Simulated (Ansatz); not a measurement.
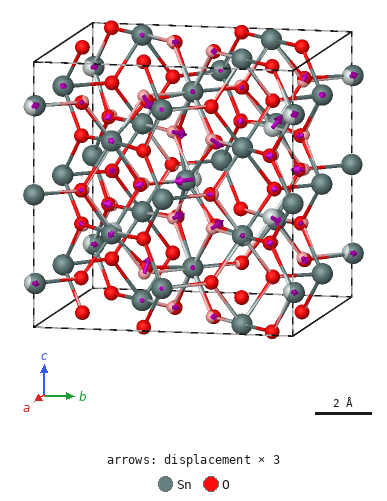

This is a relaxation of a defect cell of composition Sn$_{23}$O$_{47}$. The starting structure is drawn faded, the final one solid; purple arrows show the displacements, magnified 3 times.

A ball-and-stick model of the cell of the calculation (origin shifted), seen slightly off an axis.

These are results of Ansatz 0.2.0, DFT, PBEsol, PAW, plane waves, not measurements. Set-up: plane-wave cutoff 420 eV; k-point mesh 1 × 1 × 1; mesh shifted by (0.25, 0.25, 0.25); no spin polarisation; atoms relaxed in a fixed cell; force threshold 0.03 eV/Å; at most 80 steps.

What happened in the run?

Answer. Over 6 geometry steps the energy falls by 3.160 eV per cell of the calculation. The largest force component goes from 2.2 to 0.01 eV/Å. A Sn atom moves most: 0.27 Å along [1 −1 0]. By element the largest moves are Sn 0.27 Å, O 0.24 Å. The lattice vectors keep their values. Some distances before and after: O–Sn 2.027 → 2.231 Å, O–Sn 2.010 → 2.160 Å, O–Sn 2.096 → 1.948 Å, O–Sn 2.031 → 2.164 Å. Bond angles that change, for instance: O–Sn–O 178.6° → 154.5°, Sn–O–Sn 101.1° → 121.0°, Sn–O–Sn 128.4° → 143.1°.
